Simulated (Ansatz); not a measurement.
System: PtSe₂, space group P-3m1 (No. 164).

Structure:
```
Pt Se
1.0
     3.61798    0.00000    0.00000
    -1.80899    3.13326    0.00000
     0.00000    0.00000    4.14369
Pt Se
1 2
Direct
  0.00000 0.00000 0.00000
  0.33333 0.66667 0.29594
  0.66667 0.33333 0.70406
```

Calculation (Ansatz 0.2.0): harmonic phonon frequencies at the zone centre with atoms at rest in the given cell, without the long-range term of polar modes, the three translations left out, imaginary frequencies are negative; plane waves with PAW datasets, Γ-centred k mesh. Level: PBE, no spin polarisation.

- wave cutoff: 420 eV
- k mesh: 12×12×10
- occupations: Fermi–Dirac
- smearing width: 0.15 eV
- pressure: 40 GPa
- phonon method: linear response

Describe the result: the zone-centre optical phonon frequencies (the three acoustic modes are left out).

No frequency is imaginary, so the structure is stable to these displacements (zone-boundary modes weren't tested here). The highest mode lies at 283.0 cm⁻¹. The optical modes lie at 203.4 (×2), 253.0, 271.1 (×2), 283.0 cm⁻¹.

```tsv
frequency (cm⁻¹)
203.4
203.4
253.0
271.1
271.1
283.0
```

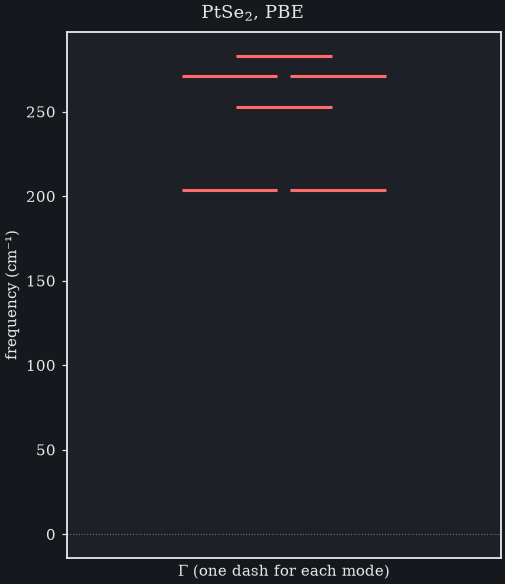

Note: metal sensitive to the k mesh.
